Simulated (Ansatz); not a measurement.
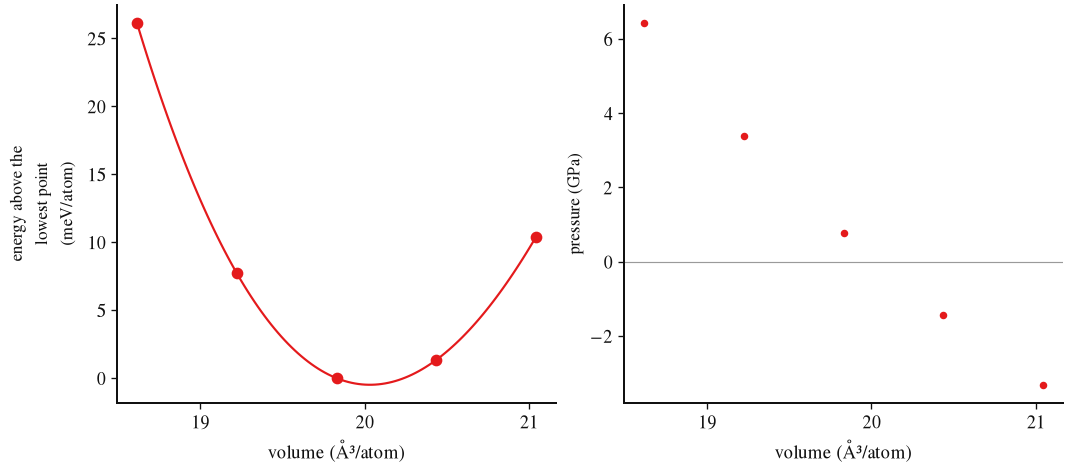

The figure shows the energy above the lowest point and pressure against volume for ZnS, space group F-43m (No. 216) (one of a set of cubic test structures, which need not be the stable phase).

Method: equation of state of a cubic crystal from periodic Kohn-Sham density functional theory without spin, third-order Birch-Murnaghan fit to the free energies; pressure corrected for the finite basis (Ansatz 0.2.0 development build). Level: HSE06.

```csv
setting,value
structure type,zinc blende
atoms in cell,2
space group number,216
lattice centring,face-centred primitive
k mesh,4×4×4
occupation method,Fermi–Dirac
occupation width,0.05 eV
wave cutoff,700 eV
datasets,hard PAW
density tolerance,0 eV
bands,17
density cutoff ratio,4
search for lower states,default
exchange singularity,regularized
```

**What equilibrium volume and bulk modulus follow from the curve?**

A third-order Birch–Murnaghan fit gives V0 = 20.03 Å³/atom, B0 = 74.7 GPa and B′ = 4.4.

**What does the pressure do across the range?**

It falls from 6.429 GPa at volume 18.62 Å³/atom to −3.315 GPa at 21.04 Å³/atom, and changes sign near 20.04 Å³/atom.

Note: modest k-mesh, values are not fully converged in k; pseudopotentials made with PBE, not this functional.
